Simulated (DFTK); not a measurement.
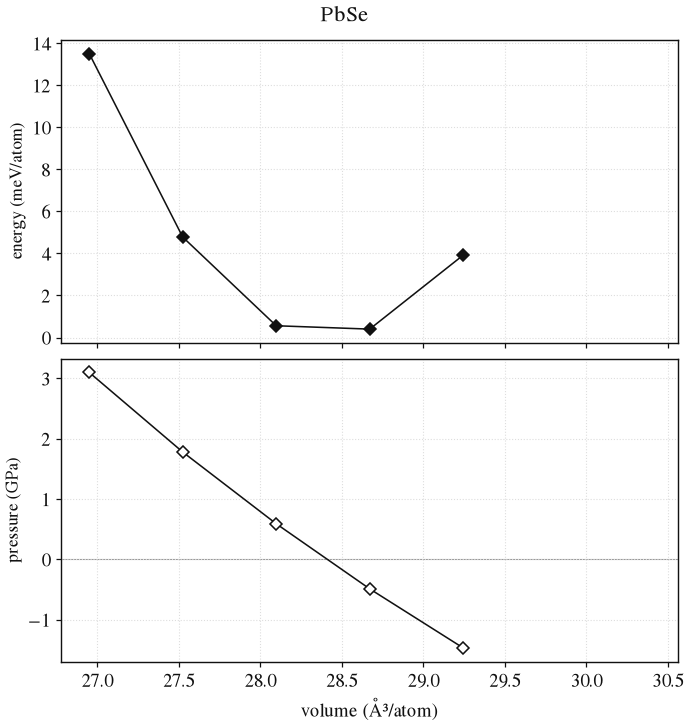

The picture above shows the energy and pressure against volume for PbSe, space group Fm-3m (No. 225).

Cell as given: a = 4.328 Å, b = 4.328 Å, c = 4.328 Å, α = 60.00°, β = 60.00°, γ = 60.00°; 2 atoms.

Computed with DFTK 0.8.2: plane-wave DFT, no spin polarisation; energies at scaled volumes of the given cell, shape and fractions fixed, counted from the fit's minimum, third-order Birch-Murnaghan fit. Level: PBEsol.

| setting | value |
| --- | --- |
| k mesh | 8×8×8 |
| occupations | Fermi–Dirac |
| smearing width | 0.05 eV |
| potentials | dojo.nc.sr.pbesol.v0_4_1.standard |
| wave cutoff | 1170 eV |

The points at volume 29.82 Å³/atom and 30.39 Å³/atom are left out of the plot. What values does the calculation give there?

| volume (Å³/atom) | energy (meV/atom) | pressure (GPa) |
| --- | --- | --- |
| 29.82 | 10.73 | −2.34 |
| 30.39 | 20.51 | −3.12 |

Keep in mind: spin-orbit coupling left out, heavy elements.
